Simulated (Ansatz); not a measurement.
Here is a crystal structure:

```cif
data_structure
_symmetry_space_group_name_H-M 'P 1'
_symmetry_Int_Tables_number 1
_cell_length_a 3.8744
_cell_length_b 3.9896
_cell_length_c 8.0298
_cell_angle_alpha 90.000
_cell_angle_beta 90.000
_cell_angle_gamma 90.000
_cell_volume 124.12
loop_
_atom_site_label
_atom_site_type_symbol
_atom_site_fract_x
_atom_site_fract_y
_atom_site_fract_z
_atom_site_occupancy
Ti1 Ti 0.00000 0.50000 0.26457 1
Ti2 Ti 0.00000 0.50000 0.73543 1
Ti3 Ti 0.50000 0.50000 0.00000 1
Al1 Al 0.00000 0.00000 0.00000 1
Al2 Al 0.00000 0.00000 0.50000 1
Al3 Al 0.50000 0.50000 0.50000 1
Al4 Al 0.50000 0.00000 0.24188 1
Al5 Al 0.50000 0.00000 0.75812 1
```

**Describe what this structure looks like.**

Formula: Ti3Al5. The structure has Pmmm (No. 47) symmetry and a primitive orthorhombic lattice. It has 8 atoms to the cell (3 Ti, 5 Al). Ti takes two kinds of site: 2r with ten Al and two Ti (2.71 to 2.91 Å to Al, 2.88 Å to Ti); 1f with eight Al and four Ti in a cuboctahedral arrangement (2.78 Å to Al, 2.88 Å to Ti). Within bonding distance, the neighbour counts come to Al 12. The bonds build a three-dimensional framework.

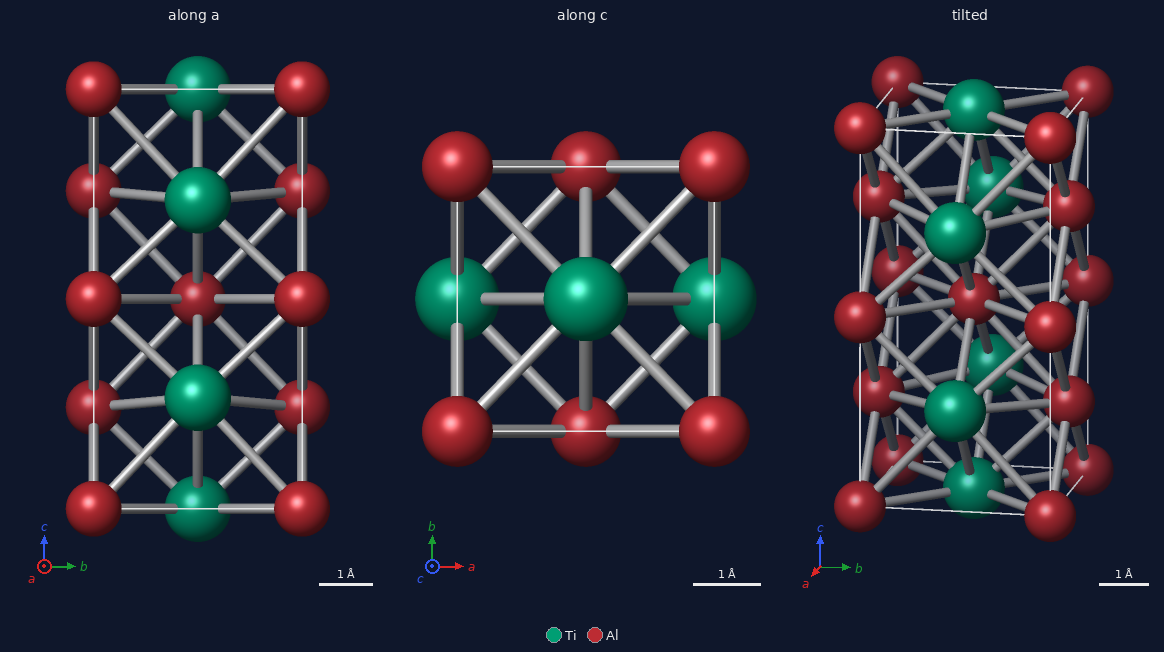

We look at a ball-and-stick model of the crystal along the a axis, along the c axis and slightly off an axis. The wireframe shows the conventional unit cell.

Provenance: a structure listed in the Materials Project. It was relaxed with DFT PBEsol, scalar-relativistic, plane waves, PAW (Ansatz 0.2.0) under a constraint or pressure on the cell, so some stress remains.
